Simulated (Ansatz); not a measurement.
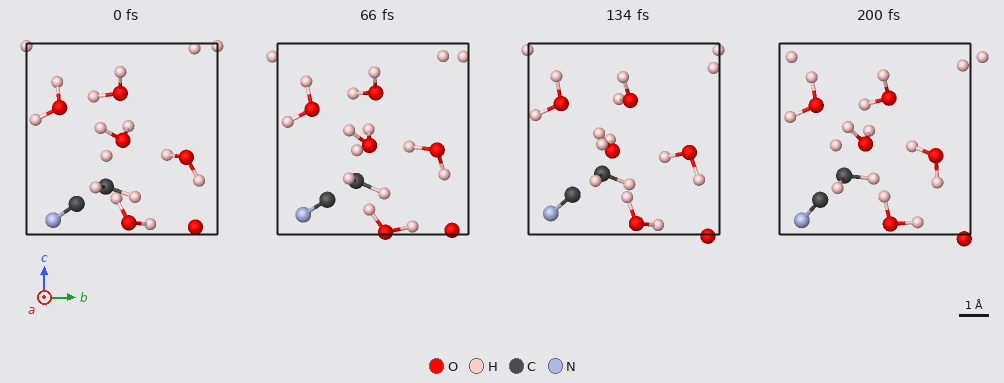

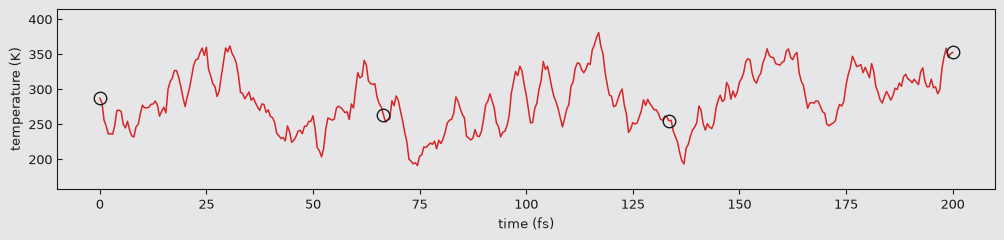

Molecular dynamics of a periodic cell with 6 H2O + 1 CH3CN at 0.843 g/cm³, 200 fs long. It starts from the last geometry of an earlier run, with fresh velocities. Frames and the history of the run. A ball-and-stick model of the simulation cell, seen along the a axis.

Method: DFT PBE-D3(BJ), scalar-relativistic, plane waves, PAW (Ansatz). Run with plane-wave cutoff 420 eV; k-point mesh 1 × 1 × 1; Fermi-Dirac smearing 0.05 eV; Langevin thermostat (NVT); set temperature 300 K; time step 0.5 fs; H given the mass 2.014 u; friction 0.02 per fs.

Q: What do the frames and curves show?

A: In the second half of the run the atoms are, in the root-mean-square, this far from where they began (common drift taken out): H 0.58 Å, O 0.49 Å, C 0.49 Å, N 0.32 Å. The heavy atoms stay within a fraction of a molecule's size of their starting places; so short a run doesn't tell a liquid from a solid. The mean temperature in the second half is 297 K (standard deviation 37 K). The potential energy in the second half lies on average less than 0.05 meV per atom above the first frame.

Limits of the set-up: masses were changed (H 2.014 u), which shifts the vibrations; the periodic images lie only 6.6 Å apart, so the values are limited by the cell's size.
